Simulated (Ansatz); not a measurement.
ZrO₂

The calculation's input:

```
crystal:
  lattice:
    - [3.6210769967, 0.0, 0.0]
    - [0.0, 3.6210769967, 0.0]
    - [0.0, 0.0, 5.2825492043]
  atoms:
    - { symbol: Zr, position: [0.0, 0.0, 0.0] }
    - { symbol: Zr, position: [0.5, 0.5, 0.5] }
    - { symbol: O, position: [0.0, 0.5, 0.1928057823] }
    - { symbol: O, position: [0.0, 0.5, 0.6928057823] }
    - { symbol: O, position: [0.5, 0.0, 0.3071942177] }
    - { symbol: O, position: [0.5, 0.0, 0.8071942177] }
basis:
  ecutwfc: 420
  ecutrho_ratio: 4
kpoints:
  mp_grid: { grid: [8, 8, 6] }
hamiltonian:
  xc: pbe
scf:
  occupations: { method: gaussian, width: 0.05 }
output:
  forces: true
  stress: true
  eigenvalues: true
  populations: true
  dos: { projected: true, de: 0.02 }
  write_density: true
  write_potential: true
  elf: true
  volumetric_format: npy
magnetization:
  noncollinear: true
  spin_orbit: true
```

Run with:

```sh
ansatz run input.yaml --threads 4 --pin off --max-ram 7168MiB --backend cpu --events-out ev --progress --plain --runs-dir out
```

Below, planes, directions and counts refer to the conventional cell (a = 3.62 Å, b = 3.62 Å, c = 5.28 Å, α = 90.00°, β = 90.00°, γ = 90.00°).

Space group P4₂/nmc; started from the ZrO2 prototype.

These are results of DFT PBE, spin-orbit coupling, plane waves, PAW (Ansatz 0.2.0), not measurements.

Core electrons are frozen (PAW), and the valence fields are smoothed inside the atomic spheres.

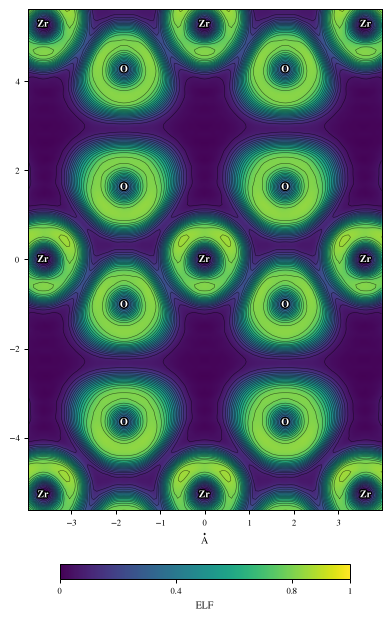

Figure 1. Electron localisation function on the (010) plane of the conventional cell.

> Interpret the plot.

- The plane passes through Zr and O nuclei.
- Zr–O (2.08 Å): the ELF peaks at about 0.85 in the valence shell of O, 0.6 Å from its nucleus, and drops to about 0.25 between the two atoms (no shared electron pair shows on this line).
- The features right at Zr lie inside the PAW spheres, where the map follows smoothed inner orbitals and isn't to be read closely.

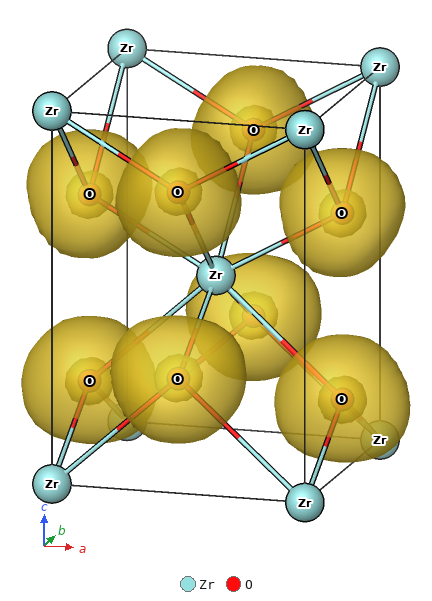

Figure 2. Isosurface of the ELF at 0.65 (yellow), seen slightly off an axis. Only the valence region is drawn (cores and ρ < 0.01 e/Å³ removed). Sticks mark near contacts.

> Where are the electrons localised?

At this value the surface marks out four regions wrapped around O (the valence shell of each), counted in one cell of 6 atoms. Any copies at cell faces, edges or corners count once.

> Does the calculation make it a metal, or give it a gap?

It is gapped, with a Kohn–Sham gap of 4.0 eV on the k-point mesh (the band edges may lie off the mesh, which would make the gap smaller).
